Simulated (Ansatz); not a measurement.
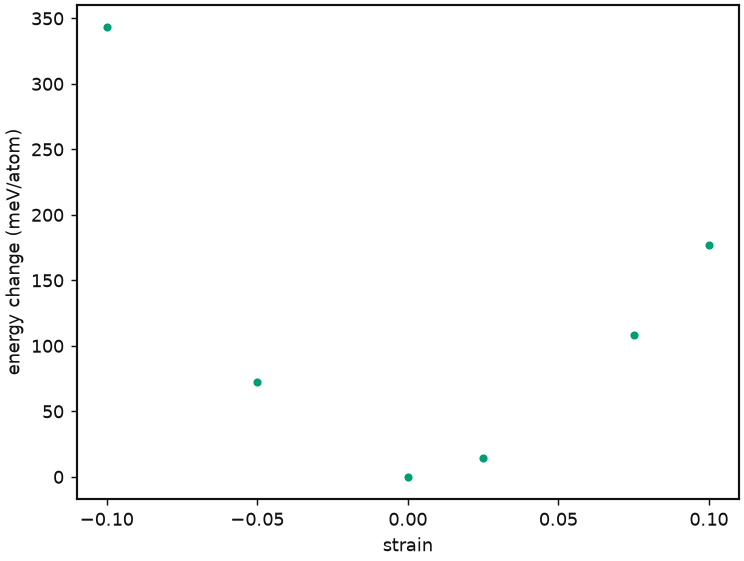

The figure shows the energy change against strain for GaP, space group R-3m (No. 166).

Structure:
```yaml
crystal:
  lattice:
    - [1.94302, 1.12180, 6.43081]
    - [-1.94302, 1.12180, 6.43081]
    - [0.00000, -2.24360, 6.43081]
  atoms:
    - { symbol: Ga, position: [0.43537, 0.43537, 0.43537] }
    - { symbol: Ga, position: [0.56463, 0.56463, 0.56463] }
    - { symbol: P, position: [0.05739, 0.05739, 0.05739] }
    - { symbol: P, position: [0.94261, 0.94261, 0.94261] }
```

How it was computed, with Ansatz 0.2.0: homogeneous strain of a crystal along one Voigt pattern with engineering shear, fractional coordinates fixed, by plane-wave density functional theory with PAW datasets, free energies less that of the undisturbed cell, pressure positive in compression; scalar-relativistic. Level: PBE, no spin polarisation.

- wave cutoff: 420 eV
- k mesh: 9×9×9
- occupations: Gaussian
- smearing width: 0.05 eV
- k shift: (0, 0, 0) (mesh steps)
- start: as given
- strain pattern: (1, 1, 0, 0, 0, 0) (xx yy zz yz xz xy with engineering shear)

From this curve and the settings, what does the calculation give for the tensile stress summed over the strain pattern, pressure and gap on the k mesh at the same points?

The tensile stress summed over the strain pattern rises from −68.2 GPa at strain −0.100 to 20.3 GPa at 0.100, and changes sign near 0.000. The pressure falls from 24.8 GPa at strain −0.100 to −7.2 GPa at 0.100, and changes sign near 0.000. The gap on the k mesh is zero at strain 0.100 and open elsewhere, at most 0.943 eV at 0.000.

| strain | tensile stress summed over the strain pattern (GPa) | pressure (GPa) | gap on the k mesh (eV) |
| --- | --- | --- | --- |
| −0.100 | −68.2 | 24.8 | 0.109 |
| −0.050 | −25.2 | 9.1 | 0.641 |
| 0.000 | 0.1 | 0.0 | 0.943 |
| 0.025 | 8.1 | −2.8 | 0.792 |
| 0.075 | 17.9 | −6.3 | 0.205 |
| 0.100 | 20.3 | −7.2 | 0.000 |

Keep in mind: gap closes along the scan on a mesh chosen for the insulator; odd k mesh can miss points on the zone edge; reference crystal is not relaxed.
